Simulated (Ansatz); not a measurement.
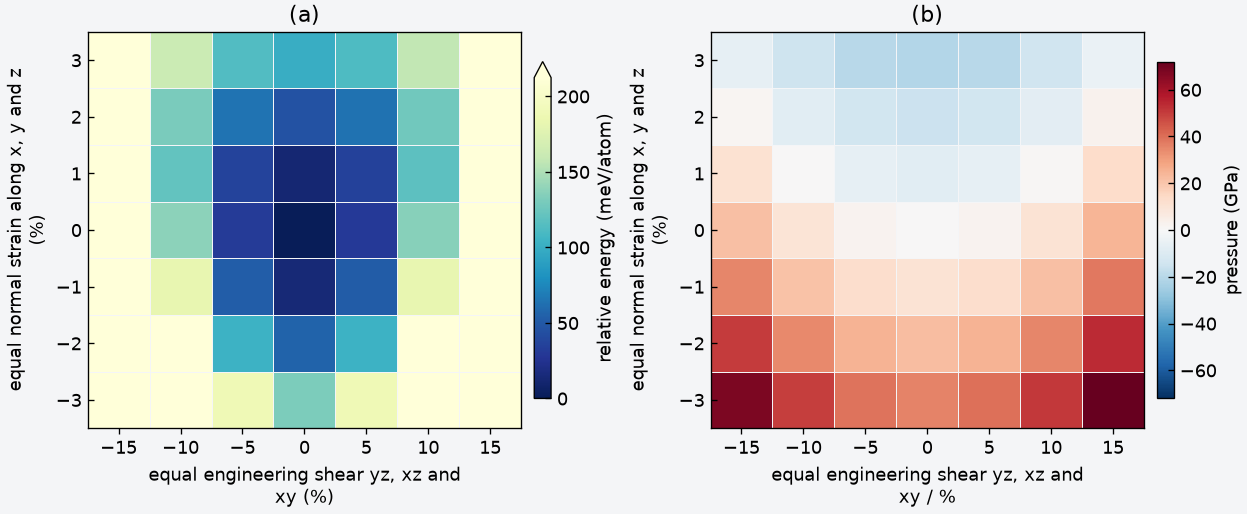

Pt (Fm-3m, No. 225; 1 atom in the cell). The energy is mapped over two homogeneous strains (x, y and z along the cube axes). First axis: equal engineering shear yz, xz and xy. Second axis: equal normal strain along x, y and z. Nothing is relaxed (symmetry fixes all fractional coordinates). Grid: 7 × 7 points. Points are written as (first, second). Energies are in meV/atom, from the lowest grid point. Theory: Ansatz, DFT LDA, scalar-relativistic, plane waves, PAW. Settings: cutoff 420 eV, k-mesh 20×20×20, gaussian smearing 0.15 eV, no spin polarisation.

Panel (a) is the energy; panel (b) is the computed pressure, in GPa.

The picture shows one coloured cell a grid point, one colour for all values above the top of the scale.

> How does the pressure vary over the map, and what is it at the lowest grid point?

It runs from −21 GPa at (0 %, 3 %) to 72 GPa at (15 %, −3 %). At the lowest grid point, (0 %, 0 %), it is 0 GPa.

PAW datasets: the set soft_1.
